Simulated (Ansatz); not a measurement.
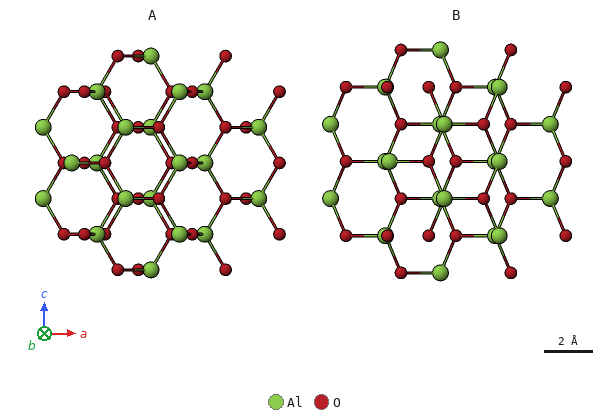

Two geometries of crystalline Al2O3 (set up in Pnnm), drawn at one scale. One is the start of a relaxation, the other its converged end. Style: ball-and-stick. Shown: the atoms within 5.8 Å of the atom that moves most (axes of the cell of the calculation), along the b axis.

Computed with Ansatz, Kohn-Sham DFT of a periodic cell, r2SCAN with rVV10, Ansatz PAW. (plane-wave cutoff 500 eV; k-point mesh 6 × 3 × 9; occupations fermi-dirac; smearing width 0.05 eV; no spin polarisation; cell and atoms relaxed; force threshold 0.01 eV/Å; at most 40 steps)

> Which of the two is the end point?

Structure A is the relaxed one. The run lets cell and atoms move. The largest moves relative to the cell, 0.90 Å, are those of O atoms. By element the largest moves are O 0.90 Å, Al 0.61 Å. The volume changes by −6.1 %, with a 4.614 → 4.525 Å (−1.9 %), b 9.563 → 9.542 Å (−0.2 %), c 3.120 → 2.992 Å (−4.1 %). Some distances before and after: Al–O 1.823 → 1.790 Å, Al–O 1.679 → 1.673 Å. Among the angles between lasting bonds that change: O–Al–O 116.8° → 110.9°, O–Al–O 117.7° → 113.4°, Al–O–Al 117.7° → 113.4°. The space group stays Pnnm (No. 58). The energy falls by 27.6 meV per atom in 11 accepted moves (12 points after the start). Largest force component: 0.2 eV/Å at the start, 0.0011 eV/Å at the end. The pressure goes from −4.72 to 0.03 GPa. The SCF was repeated once at an unchanged geometry on a basis and grid sized afresh for the cell, which shifted the energy by 0.4 meV per atom at most. Cost: 110 s on 4 threads of Arm Neoverse V2, with other jobs on the host, peak memory 0.92 GiB.
